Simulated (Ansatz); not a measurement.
**Run report: AlO₂, geometry relaxation (part 1 of 2)**

The run: geometry relaxation of AlO₂ (R-3m, 3 atoms in the cell). Method and program: DFT PBE, scalar-relativistic, plane waves, PAW, spin-polarised (Ansatz 0.2.0).

The structure was made by a generator, so it may or may not be a known phase. Figures and captions count atoms from 1; the log counts them from 0 in places.

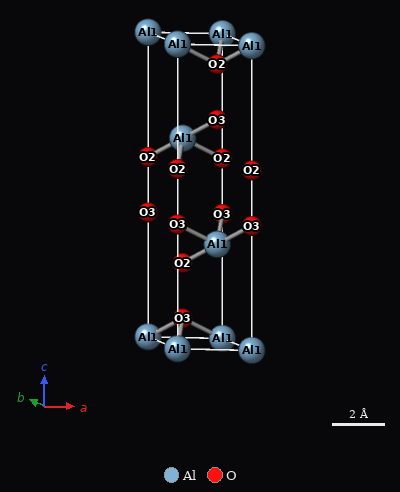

Fig. 1: The starting structure (ball-and-stick view of the cell 3 times as large as that of the calculation, set on its symmetry axes, seen slightly off an axis; atoms are numbered from 1 in the order of the input).

**Input file**
```yaml
crystal:
  lattice:
    - [1.4583826105, 0.8419975928, 4.0191330965]
    - [-1.4583826105, 0.8419975928, 4.0191330965]
    - [0.0, -1.6839951856, 4.0191330965]
  atoms:
    - { symbol: Al, position: [0.0, 0.0, 0.0] }
    - { symbol: O, position: [0.5909964446, 0.5909964446, 0.5909964446], spin: 0.33 }
    - { symbol: O, position: [0.4090035554, 0.4090035554, 0.4090035554], spin: 0.33 }
basis:
  ecutwfc: 420
kpoints:
  mp_grid: { grid: [18, 18, 18] }
hamiltonian:
  xc: pbe
scf:
  occupations: { method: gaussian, width: 0.1 }
output:
  forces: true
  stress: true
  eigenvalues: true
  populations: true
  write_density: true
  write_potential: true
  elf: true
  volumetric_format: npy
magnetization:
  spin_polarized: true
relax:
  adjacent_minimum: "off"
  f_tol: 0.01
  max_steps: 80
  cell: { stress_tol: 0.05 }
```

Launched with:
```bash
ansatz run input.yaml --threads 1 --pin off --max-ram 2048MiB --backend cpu --events-out ev --progress --plain --runs-dir out
```

**What the program printed**
```
basis.fft_grid_basis auto: the FFT boxes are laid along the combinations [[1, -1, 0], [0, 1, 0], [0, -1, 1]] of the cell's own vectors, 2.917, 4.358 and 2.917 Å long. The dense box has 20×30×20 points. Along the cell's own vectors, as sized, it would have 30×30×30, 2.25 times as many. Of the 12 symmetry operations that the crystal satisfies within crystal.symmetry.tolerance (time reversal apart; of a slab, those that keep its plane) the dense box along the cell's own vectors carries 12, and the one as laid loses 8 of those. basis.fft_grid_basis: typed keeps the cell's own vectors: state it where this run's energies or levels are differenced outside the engine with another run's, or held beside a run that keeps those vectors. Those combinations have planes normal to reciprocal vector 3, as the cell's own vectors have. Each planar average written beside output.write_density, output.write_potential has a row for each plane of the box: 20. The volumetric files lie along those combinations, not along the cell's own vectors: a cube or XSF file states them, and fields.json those of NumPy files.
Engine: ansatz 0.2.0, aarch64-unknown-linux-gnu
Pseudopotentials: kind: paw
Pseudopotential: Al, paw, valence charge 3, recommended cutoff 420 eV (normal), Al.paw.azcp
Pseudopotential: O, paw, valence charge 6, recommended cutoff 420 eV (normal), O.paw.azcp
Functional definition: PBE
  parameter kappa = 0.804
  parameter beta = 0.06672455060314922
  exchange = pbe_x(kappa = kappa, mu = beta*pi^2/3)
  correlation = pbe_c(beta = beta)
Crystal: 3 atoms, lattice volume = 29.612 Å³
Basis set: ecut = 420 eV, 565 PW (Γ), FFT grids on a1−a2, a2, −a2+a3, exchange–correlation on 40×60×40 points (8 copies of the dense FFT grid, shifted against one another)
Bands: 12, of which v1, the nominal top of the filled ones, is band 8 counted from 1 (7 counted from 0)
Symmetry: 12 space group operations
Space group: R-3m (ITA 166), of the structure as read, at distance tolerance 3.1e-5 Å
Magnetic group: BNS 166.97 (UNI 1327), of the structure as read, at distance tolerance 3.1e-5 Å
k-points: 580 of 5832
Non-local potential: Al, projectors of the file, l = 0: 2, l = 1: 2, l = 2: 1
Non-local potential: O, projectors of the file, l = 0: 2, l = 1: 2, l = 2: 1
PAW form: soft (Blöchl's): semilocal exchange-correlation on the pseudo side does not see the compensation charge
PAW one-centre angular grid: Al, 110 points (default); XC on 64 Gauss nodes
PAW one-centre angular grid: O, 110 points (default); XC on 64 Gauss nodes
Initial density: superposition of atomic densities (chi_scale 0.1, normalization cell, long waves kept (reshape's long-wave potential 0.02 eV rms))
Starting moments: Σ|m| = 0.66 μB on 2 of 3 sites
Initial wavefunctions: pseudopotential atomic-orbital guess
Functional: x = pbe(κ = 0.804, μ = 0.2195149727645171), c = pbe(β = 0.06672455060314922)
SCF iter   1: F=—  HF=-1674.180814 eV  |F-HF|=—  |Δ(HF+E_count)|=         —  Δρ=5.93e-2 (↑4.03e-2 ↓5.93e-2)  dr2=2.35e0  dr2_m=4.86e-2  M=0.409 μB ∫|m|=0.437 μB  β_m=0.30  ethr=3.10e-3  ⟨swp⟩=5.0  Hψ=83107  notcnv=0
preconditioner: auto → none  [metal: Δε(μ)=0.002 eV  Ē_g=17.923 eV  σ=0.100 eV  W_gap=0.01  n_scr=2 (ndim 8)  ℏωp=26.4 eV  f_vac=0.000  D(μ)=1.53/eV (n_scr^D=14)  sad-step TF]
SCF iter   2: F=—  HF=-1673.781205 eV  |F-HF|=—  |Δ(HF+E_count)|=   4.00e-1  Δρ=3.78e-2 (↑2.45e-2 ↓3.78e-2)  dr2=9.50e-1  dr2_m=2.54e-2  M=0.411 μB ∫|m|=0.436 μB  β_m=0.30  ethr=3.10e-3  ⟨swp⟩=2.8  Hψ=34865  notcnv=0  defer=167
SCF iter   3: F=—  HF=-1673.531800 eV  |F-HF|=—  |Δ(HF+E_count)|=   2.49e-1  Δρ=1.46e-2 (↑1.32e-2 ↓1.46e-2)  dr2=8.70e-2  dr2_m=1.35e-2  M=0.405 μB ∫|m|=0.428 μB  β_m=0.30  ethr=3.10e-3  ⟨swp⟩=2.3  Hψ=26265  notcnv=0  defer=168
SCF iter   4: F=—  HF=-1673.535329 eV  |F-HF|=—  |Δ(HF+E_count)|=   3.53e-3  Δρ=7.10e-3 (↑7.10e-3 ↓5.88e-3)  dr2=8.36e-3  dr2_m=7.58e-3  M=0.415 μB ∫|m|=0.435 μB  β_m=1.00  ethr=5.80e-4  ⟨swp⟩=2.7  Hψ=28942  notcnv=0  defer=190
SCF iter   5: F=—  HF=-1673.541942 eV  |F-HF|=—  |Δ(HF+E_count)|=   6.61e-3  Δρ=2.50e-3 (↑2.50e-3 ↓1.51e-3)  dr2=4.93e-4  dr2_m=9.55e-4  M=0.442 μB ∫|m|=0.460 μB  β_m=1.00  ethr=5.57e-5  ⟨swp⟩=2.0  Hψ=26910  notcnv=0  defer=190
SCF iter   6: F=—  HF=-1673.543005 eV  |F-HF|=—  |Δ(HF+E_count)|=   1.06e-3  Δρ=1.83e-3 (↑1.83e-3 ↓1.42e-3)  dr2=7.47e-5  dr2_m=6.58e-4  M=0.468 μB ∫|m|=0.485 μB  β_m=1.00  ethr=3.29e-6  ⟨swp⟩=2.1  Hψ=23684  notcnv=0  defer=190
SCF iter   7: F=—  HF=-1673.543870 eV  |F-HF|=—  |Δ(HF+E_count)|=   8.65e-4  Δρ=1.30e-3 (↑1.27e-3 ↓1.30e-3)  dr2=1.49e-6  dr2_m=4.46e-4  M=0.490 μB ∫|m|=0.507 μB  β_m=1.00  ethr=4.98e-7  ⟨swp⟩=2.0  Hψ=22880  notcnv=0  defer=190
SCF iter   8: F=—  HF=-1673.544568 eV  |F-HF|=—  |Δ(HF+E_count)|=   6.98e-4  Δρ=1.14e-3 (↑1.14e-3 ↓1.09e-3)  dr2=1.72e-6  dr2_m=3.36e-4  M=0.508 μB ∫|m|=0.526 μB  β_m=1.00  ethr=9.92e-9  ⟨swp⟩=3.1  Hψ=29403  notcnv=0  defer=190
SCF iter   9: F=—  HF=-1673.545173 eV  |F-HF|=—  |Δ(HF+E_count)|=   6.05e-4  Δρ=9.91e-4 (↑9.91e-4 ↓9.49e-4)  dr2=1.28e-6  dr2_m=2.55e-4  M=0.524 μB ∫|m|=0.542 μB  β_m=1.00  ethr=9.92e-9  ⟨swp⟩=3.1  Hψ=28936  notcnv=0  defer=190
SCF iter  10: F=—  HF=-1673.545686 eV  |F-HF|=—  |Δ(HF+E_count)|=   5.13e-4  Δρ=8.51e-4 (↑8.51e-4 ↓8.39e-4)  dr2=1.80e-7  dr2_m=1.94e-4  M=0.538 μB ∫|m|=0.557 μB  β_m=1.00  ethr=8.55e-9  ⟨swp⟩=3.1  Hψ=28743  notcnv=0  defer=190
SCF iter  11: F=—  HF=-1673.546114 eV  |F-HF|=—  |Δ(HF+E_count)|=   4.28e-4  Δρ=7.42e-4 (↑7.38e-4 ↓7.42e-4)  dr2=3.21e-8  dr2_m=1.48e-4  M=0.550 μB ∫|m|=0.570 μB  β_m=1.00  ethr=1.20e-9  ⟨swp⟩=3.2  Hψ=32263  notcnv=0  defer=190
SCF iter  12: F=—  HF=-1673.546467 eV  |F-HF|=—  |Δ(HF+E_count)|=   3.53e-4  Δρ=6.79e-4 (↑6.79e-4 ↓6.31e-4)  dr2=7.83e-7  dr2_m=1.16e-4  M=0.561 μB ∫|m|=0.581 μB  β_m=0.30  ethr=2.14e-10  ⟨swp⟩=4.1  Hψ=36042  notcnv=0  defer=190
Mixer restart at iter 12: flushing history
spin-set hold released at iteration 12 (site moments contracting): the magnetisation degrees of freedom join the quasi-Newton model from the next iteration; the mixer history was flushed
SCF iter  13: F=—  HF=-1673.546804 eV  |F-HF|=—  |Δ(HF+E_count)|=   3.37e-4  Δρ=7.89e-4 (↑7.89e-4 ↓7.44e-4)  dr2=6.22e-7  dr2_m=1.59e-4  M=0.566 μB ∫|m|=0.586 μB  β_m=0.44  ethr=2.14e-10  ⟨swp⟩=4.0  Hψ=35173  notcnv=0  defer=190
SCF iter  14: F=—  HF=-1673.547348 eV  |F-HF|=—  |Δ(HF+E_count)|=   5.44e-4  Δρ=8.66e-4 (↑8.66e-4 ↓8.23e-4)  dr2=5.99e-7  dr2_m=1.93e-4  M=0.583 μB ∫|m|=0.604 μB  β_m=0.20  ethr=2.14e-10  ⟨swp⟩=4.0  Hψ=37619  notcnv=0  defer=190
SCF iter  15: F=—  HF=-1673.547497 eV  |F-HF|=—  |Δ(HF+E_count)|=   1.49e-4  Δρ=5.34e-4 (↑5.34e-4 ↓5.27e-4)  dr2=1.88e-7  dr2_m=7.62e-5  M=0.595 μB ∫|m|=0.617 μB  β_m=0.41  ethr=2.14e-10  ⟨swp⟩=4.1  Hψ=37144  notcnv=0  defer=190
SCF iter  16: F=—  HF=-1673.547690 eV  |F-HF|=—  |Δ(HF+E_count)|=   1.92e-4  Δρ=1.24e-4 (↑1.24e-4 ↓9.34e-5)  dr2=6.07e-7  dr2_m=3.04e-6  M=0.625 μB ∫|m|=0.649 μB  β_m=0.50  ethr=2.14e-10  ⟨swp⟩=4.6  Hψ=41919  notcnv=0  defer=190
SCF iter  17: F=—  HF=-1673.547707 eV  |F-HF|=—  |Δ(HF+E_count)|=   1.70e-5  Δρ=3.26e-5 (↑3.26e-5 ↓2.92e-5)  dr2=2.48e-8  dr2_m=2.47e-7  M=0.634 μB ∫|m|=0.659 μB  β_m=0.63  ethr=2.14e-10  ⟨swp⟩=7.0  Hψ=111566  notcnv=0
SCF iter  18: F=—  HF=-1673.547707 eV  |F-HF|=—  |Δ(HF+E_count)|=   7.31e-8  Δρ=1.32e-5 (↑1.32e-5 ↓8.98e-6)  dr2=1.80e-8  dr2_m=2.96e-8  M=0.633 μB ∫|m|=0.658 μB  β_m=0.68  ethr=1.65e-10  ⟨swp⟩=9.0  Hψ=89347  notcnv=0
SCF iter  19: F=—  HF=-1673.547707 eV  |F-HF|=—  |Δ(HF+E_count)|=   4.67e-8  Δρ=4.49e-6 (↑4.49e-6 ↓4.01e-6)  dr2=9.15e-10  dr2_m=4.68e-9  M=0.633 μB ∫|m|=0.658 μB  β_m=0.66  ethr=1.20e-10  ⟨swp⟩=7.1  Hψ=68442  notcnv=0
SCF iter  20: F=-1673.547707 eV  HF=-1673.547707 eV  |F-HF|=1.16e-10  |Δ(HF+E_count)|=   8.53e-9  Δρ=8.56e-7 (↑8.56e-7 ↓7.39e-7)  dr2=3.25e-12  dr2_m=1.71e-10  M=0.633 μB ∫|m|=0.658 μB  ethr=6.10e-12  ⟨swp⟩=7.3  Hψ=73130  notcnv=0
SCF 1 converged in 20 iterations: F = -1673.547707 eV  dr2 = 3.25e-12
  greatest PAW one-centre occupation: 0.874 electrons in one spin orbital (limit 2), on the O atom at site 2 (counted from 0), in its partial waves of l = 0
relax step   1: F+E_penalty+E_count = -1673.54770694 eV  Δ(F+E_penalty+E_count) = +0.000e0 eV  max|allowed force component| = 5.954e-2 eV/Å  Δτ_max = 0.0000 Å  P = +0.618 GPa  Ω = 29.612 Å³  (20 SCF iters, dr2 threshold 1.00e-7 eV, accepted)
Crystal: 3 atoms, lattice volume = 29.725 Å³
Initial density: handed on by an earlier stage of this run
Starting moments: Σ|m| = 0.66 μB on 2 of 3 sites; this step starts from the density that it was given
Initial wavefunctions: those handed on with the density
iter 1 solved again at ethr=6.05e-7 eV; its pass at ethr=3.10e-3 eV (dr2=9.08e-5 eV) is discarded
SCF iter   1: F=—  HF=-1673.547713 eV  |F-HF|=—  |Δ(HF+E_count)|=         —  Δρ=9.10e-4 (↑3.63e-4 ↓9.10e-4)  dr2=9.64e-5  dr2_m=5.35e-5  M=0.638 μB ∫|m|=0.663 μB  β_m=0.30  ethr=6.05e-7  ⟨swp⟩=2.0  Hψ=90515  notcnv=0
preconditioner: auto → none  [metal: Δε(μ)=0.002 eV  Ē_g=17.377 eV  σ=0.100 eV  W_gap=0.01  n_scr=2 (ndim 8)  ℏωp=26.4 eV  f_vac=0.019  D(μ)=1.03/eV (n_scr^D=2)]
SCF iter   2: F=—  HF=-1673.547723 eV  |F-HF|=—  |Δ(HF+E_count)|=   1.02e-5  Δρ=6.12e-4 (↑2.82e-4 ↓6.12e-4)  dr2=3.38e-5  dr2_m=3.03e-5  M=0.638 μB ∫|m|=0.663 μB  β_m=0.56  ethr=6.05e-7  ⟨swp⟩=1.0  Hψ=13930  notcnv=0
SCF iter   3: F=—  HF=-1673.547748 eV  |F-HF|=—  |Δ(HF+E_count)|=   2.45e-5  Δρ=1.72e-4 (↑6.46e-5 ↓1.72e-4)  dr2=3.19e-6  dr2_m=3.36e-6  M=0.640 μB ∫|m|=0.665 μB  β_m=0.56  ethr=2.25e-7  ⟨swp⟩=2.4  Hψ=22204  notcnv=0
SCF iter   4: F=—  HF=-1673.547750 eV  |F-HF|=—  |Δ(HF+E_count)|=   1.62e-6  Δρ=8.10e-5 (↑8.10e-5 ↓7.09e-5)  dr2=1.25e-7  dr2_m=1.51e-6  M=0.641 μB ∫|m|=0.666 μB  β_m=0.78  ethr=2.00e-9  ⟨swp⟩=6.3  Hψ=85373  notcnv=0
SCF iter   5: F=—  HF=-1673.547751 eV  |F-HF|=—  |Δ(HF+E_count)|=   1.46e-6  Δρ=4.82e-5 (↑4.58e-5 ↓4.82e-5)  dr2=8.66e-8  dr2_m=5.76e-7  M=0.642 μB ∫|m|=0.667 μB  β_m=0.89  ethr=8.35e-10  ⟨swp⟩=9.3  Hψ=101452  notcnv=0
iter 6 did not close the SCF: its close was put off for a magnetic moment that had not settled (scf_convergence_deferred on its scf_iter line)
SCF iter   6: F=-1673.547752 eV  HF=-1673.547752 eV  |F-HF|=1.79e-8  |Δ(HF+E_count)|=   9.39e-7  Δρ=1.62e-5 (↑1.62e-5 ↓1.45e-5)  dr2=5.94e-8  dr2_m=5.41e-8  M=0.643 μB ∫|m|=0.669 μB  β_m=0.91  ethr=5.77e-10  ⟨swp⟩=9.3  Hψ=101085  notcnv=0
SCF iter   7: F=-1673.547752 eV  HF=-1673.547752 eV  |F-HF|=2.91e-10  |Δ(HF+E_count)|=   6.35e-8  Δρ=1.97e-6 (↑1.13e-6 ↓1.97e-6)  dr2=1.03e-9  dr2_m=4.83e-10  M=0.644 μB ∫|m|=0.669 μB  ethr=3.96e-10  ⟨swp⟩=5.5  Hψ=75090  notcnv=0
SCF 2 converged in 7 iterations: F = -1673.547752 eV  dr2 = 1.03e-9
relax step   2: F+E_penalty+E_count = -1673.54775210 eV  Δ(F+E_penalty+E_count) = -4.516e-5 eV  max|allowed force component| = 3.938e-5 eV/Å  Δτ_max = 0.0042 Å  P = +0.313 GPa  Ω = 29.725 Å³  energy of the carried Pulay correction = -5.853e-4 eV  (7 SCF iters, dr2 threshold 3.00e-7 eV, accepted)
Crystal: 3 atoms, lattice volume = 29.803 Å³
iter 1 solved again at ethr=3.33e-7 eV; its pass at ethr=3.10e-3 eV (dr2=5.00e-5 eV) is discarded
SCF iter   1: F=—  HF=-1673.547424 eV  |F-HF|=—  |Δ(HF+E_count)|=         —  Δρ=4.01e-4 (↑1.57e-4 ↓4.01e-4)  dr2=4.55e-5  dr2_m=7.94e-6  M=0.646 μB ∫|m|=0.671 μB  β_m=0.30  ethr=3.33e-7  ⟨swp⟩=2.3  Hψ=90082  notcnv=0
preconditioner: auto → none  [metal: Δε(μ)=0.005 eV  Ē_g=17.361 eV  σ=0.100 eV  W_gap=0.03  n_scr=2 (ndim 8)  ℏωp=26.3 eV  f_vac=0.020  D(μ)=1.02/eV (n_scr^D=2)]
SCF iter   2: F=—  HF=-1673.547418 eV  |F-HF|=—  |Δ(HF+E_count)|=   5.88e-6  Δρ=2.36e-4 (↑8.66e-5 ↓2.36e-4)  dr2=7.60e-6  dr2_m=4.55e-6  M=0.646 μB ∫|m|=0.671 μB  β_m=0.41  ethr=3.03e-7  ⟨swp⟩=2.1  Hψ=21310  notcnv=0
SCF iter   3: F=—  HF=-1673.547422 eV  |F-HF|=—  |Δ(HF+E_count)|=   3.25e-6  Δρ=1.03e-4 (↑5.86e-5 ↓1.03e-4)  dr2=8.82e-7  dr2_m=1.27e-6  M=0.646 μB ∫|m|=0.671 μB  β_m=0.58  ethr=5.07e-8  ⟨swp⟩=2.4  Hψ=23017  notcnv=0
iter 4 did not close the SCF: its close was put off for a magnetic moment that had not settled (scf_convergence_deferred on its scf_iter line)
SCF iter   4: F=-1673.547423 eV  HF=-1673.547423 eV  |F-HF|=3.33e-8  |Δ(HF+E_count)|=   1.45e-6  Δρ=2.04e-5 (↑2.04e-5 ↓1.75e-5)  dr2=1.23e-8  dr2_m=9.06e-8  M=0.646 μB ∫|m|=0.672 μB  β_m=0.75  ethr=2.00e-9  ⟨swp⟩=9.0  Hψ=101402  notcnv=0
iter 5 did not close the SCF: its close was put off for a magnetic moment that had not settled (scf_convergence_deferred on its scf_iter line)
SCF iter   5: F=-1673.547423 eV  HF=-1673.547423 eV  |F-HF|=1.19e-8  |Δ(HF+E_count)|=   6.62e-8  Δρ=1.28e-5 (↑1.28e-5 ↓1.19e-5)  dr2=7.43e-9  dr2_m=4.01e-8  M=0.647 μB ∫|m|=0.672 μB  β_m=0.88  ethr=8.17e-11  ⟨swp⟩=5.0  Hψ=73816  notcnv=0
iter 6 did not close the SCF: its close was put off for a magnetic moment that had not settled (scf_convergence_deferred on its scf_iter line)
SCF iter   6: F=-1673.547423 eV  HF=-1673.547423 eV  |F-HF|=4.25e-9  |Δ(HF+E_count)|=   4.56e-8  Δρ=6.36e-6 (↑6.36e-6 ↓5.57e-6)  dr2=1.12e-9  dr2_m=9.53e-9  M=0.647 μB ∫|m|=0.672 μB  β_m=0.94  ethr=4.95e-11  ⟨swp⟩=5.0  Hψ=74285  notcnv=0
SCF iter   7: F=-1673.547423 eV  HF=-1673.547423 eV  |F-HF|=1.29e-10  |Δ(HF+E_count)|=   1.72e-8  Δρ=1.04e-6 (↑7.61e-7 ↓1.04e-6)  dr2=3.29e-11  dr2_m=2.09e-10  M=0.647 μB ∫|m|=0.673 μB  ethr=7.43e-12  ⟨swp⟩=4.5  Hψ=73270  notcnv=0
SCF 3 converged in 7 iterations: F = -1673.547423 eV  dr2 = 3.29e-11
relax step   3: F+E_penalty+E_count = -1673.54742311 eV  Δ(F+E_penalty+E_count) = +3.290e-4 eV  max|allowed force component| = 3.391e-3 eV/Å  Δτ_max = 0.0016 Å  P = +0.027 GPa  Ω = 29.803 Å³  energy of the carried Pulay correction = -9.905e-4 eV  (7 SCF iters, dr2 threshold 3.00e-7 eV, accepted)
Crystal: 3 atoms, lattice volume = 29.801 Å³
iter 1 solved again at ethr=2.64e-9 eV; its pass at ethr=3.10e-3 eV (dr2=3.96e-7 eV) is discarded
SCF iter   1: F=—  HF=-1673.547435 eV  |F-HF|=—  |Δ(HF+E_count)|=         —  Δρ=4.27e-5 (↑2.12e-5 ↓4.27e-5)  dr2=3.35e-7  dr2_m=1.26e-7  M=0.647 μB ∫|m|=0.673 μB  β_m=0.30  ethr=2.64e-9  ⟨swp⟩=2.2  Hψ=93331  notcnv=0
preconditioner: auto → none  [metal: Δε(μ)=0.004 eV  Ē_g=17.361 eV  σ=0.100 eV  W_gap=0.02  n_scr=2 (ndim 8)  ℏωp=26.3 eV  f_vac=0.019  D(μ)=1.02/eV (n_scr^D=2)]
SCF iter   2: F=—  HF=-1673.547435 eV  |F-HF|=—  |Δ(HF+E_count)|=   1.05e-8  Δρ=2.72e-5 (↑1.34e-5 ↓2.72e-5)  dr2=6.76e-8  dr2_m=6.54e-8  M=0.647 μB ∫|m|=0.673 μB  β_m=0.45  ethr=2.23e-9  ⟨swp⟩=2.4  Hψ=20404  notcnv=0
SCF iter   3: F=—  HF=-1673.547435 eV  |F-HF|=—  |Δ(HF+E_count)|=   7.82e-8  Δρ=9.99e-6 (↑5.69e-6 ↓9.99e-6)  dr2=6.31e-9  dr2_m=1.22e-8  M=0.647 μB ∫|m|=0.673 μB  β_m=0.55  ethr=5.21e-11  ⟨swp⟩=5.1  Hψ=75281  notcnv=0
iter 4 did not close the SCF: its close was put off for a magnetic moment that had not settled (scf_convergence_deferred on its scf_iter line)
SCF iter   4: F=-1673.547435 eV  HF=-1673.547435 eV  |F-HF|=1.34e-9  |Δ(HF+E_count)|=   1.95e-8  Δρ=3.16e-6 (↑2.73e-6 ↓3.16e-6)  dr2=1.43e-10  dr2_m=2.28e-9  M=0.647 μB ∫|m|=0.673 μB  β_m=0.71  ethr=4.21e-11  ⟨swp⟩=6.7  Hψ=63256  notcnv=0
iter 5 did not close the SCF: its close was put off for a magnetic moment that had not settled (scf_convergence_deferred on its scf_iter line)
SCF iter   5: F=-1673.547435 eV  HF=-1673.547435 eV  |F-HF|=5.66e-10  |Δ(HF+E_count)|=   2.10e-9  Δρ=2.48e-6 (↑2.48e-6 ↓2.17e-6)  dr2=9.58e-11  dr2_m=1.45e-9  M=0.647 μB ∫|m|=0.673 μB  β_m=0.86  ethr=1.00e-12  ⟨swp⟩=4.0  Hψ=65136  notcnv=0
SCF iter   6: F=-1673.547435 eV  HF=-1673.547435 eV  |F-HF|=4.96e-11  |Δ(HF+E_count)|=   2.23e-9  Δρ=7.06e-7 (↑7.06e-7 ↓6.79e-7)  dr2=1.38e-11  dr2_m=1.28e-10  M=0.647 μB ∫|m|=0.673 μB  ethr=1.00e-12  ⟨swp⟩=3.9  Hψ=68100  notcnv=0
SCF 4 converged in 6 iterations: F = -1673.547435 eV  dr2 = 1.38e-11
relax step   4: F+E_penalty+E_count = -1673.54743517 eV  Δ(F+E_penalty+E_count) = -1.206e-5 eV  max|allowed force component| = 1.065e-3 eV/Å  Δτ_max = 0.0002 Å  P = +0.007 GPa  Ω = 29.801 Å³  energy of the carried Pulay correction = -9.811e-4 eV  (6 SCF iters, dr2 threshold 7.81e-9 eV, accepted)
Initial wavefunctions: pseudopotential atomic-orbital guess (no wavefunctions were taken with the density)
iter 1 solved again at ethr=3.88e-8 eV; its pass at ethr=3.10e-3 eV (dr2=5.82e-6 eV) is discarded
```
